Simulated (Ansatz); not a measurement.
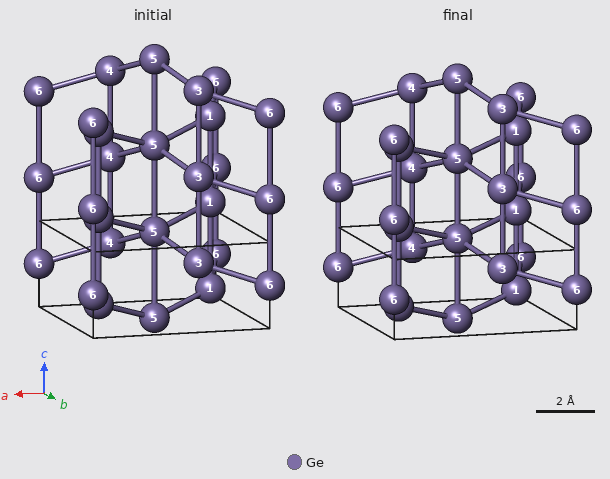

The structure of crystalline Ge (a generated structure, set up in P-4n2) (coarse preliminary run) before (left) and after (right) a relaxation, at one scale.

A ball-and-stick model of the cell of the calculation, repeated 1 × 1 × 3 with one cell outlined, seen from a free direction.

Computed with DFT PBE, scalar-relativistic, plane waves, PAW (Ansatz 0.2.0).

Input file:
```yaml
crystal:
  lattice:
    - [6.4247267364, 0.0, 0.0]
    - [0.0, 6.4247267364, 0.0]
    - [0.0, 0.0, 3.0431656575]
  atoms:
    - { symbol: Ge, position: [0.1402585069, 0.3597414931, 0.25] }
    - { symbol: Ge, position: [0.8597414931, 0.6402585069, 0.25] }
    - { symbol: Ge, position: [0.3597414931, 0.8597414931, 0.75] }
    - { symbol: Ge, position: [0.6402585069, 0.1402585069, 0.75] }
    - { symbol: Ge, position: [0.5, 0.5, 0.0] }
    - { symbol: Ge, position: [0.0, 0.0, 0.5] }
basis:
  ecutwfc: 420
kpoints:
  mp_grid: { grid: [4, 4, 6] }
hamiltonian:
  xc: pbe
scf:
  occupations: { method: gaussian, width: 0.1 }
  lower_state_search: "off"
output:
  forces: true
  stress: true
  eigenvalues: true
relax:
  adjacent_minimum: "off"
  f_tol: 0.04
  max_steps: 70
  cell: { stress_tol: 0.4 }
```

Launched with:
```bash
ansatz run input.yaml --threads 1 --pin off --max-ram 2560MiB --backend cpu --events-out ev --progress --plain --runs-dir out
```

**What changed between the two?**

The largest moves relative to the cell, 0.042 Å, are those of Ge1, Ge2, Ge3 and Ge4. Ge4 goes along [−1 −1 0]. The volume changes by −1.2 %, with a = b 6.425 → 6.633 Å (+3.2 %), c 3.043 → 2.822 Å (−7.3 %). Some distances before and after: Ge1–Ge1 3.043 → 2.822 Å, Ge1–Ge5 2.595 → 2.673 Å. Among the angles between lasting bonds that change: Ge1–Ge6–Ge2 145.9° → 149.4°, Ge5–Ge3–Ge6 134.8° → 132.7°. The space group stays P-4n2 (No. 118). The energy falls by 51.3 meV per atom in 3 accepted moves (5 points after the start). The largest force component goes from 0.13 to 0.0048 eV/Å. The pressure goes from 0.17 to −0.15 GPa. The line search rejected the trial step at point 2 of the run. At 1 point the geometry stayed and the basis and grid were re-selected for the new cell (energy shift of less than 0.05 meV per atom at most each time). The run took 110 s on 1 thread of Arm Neoverse V1, on a shared host, peak memory 0.4 GiB.
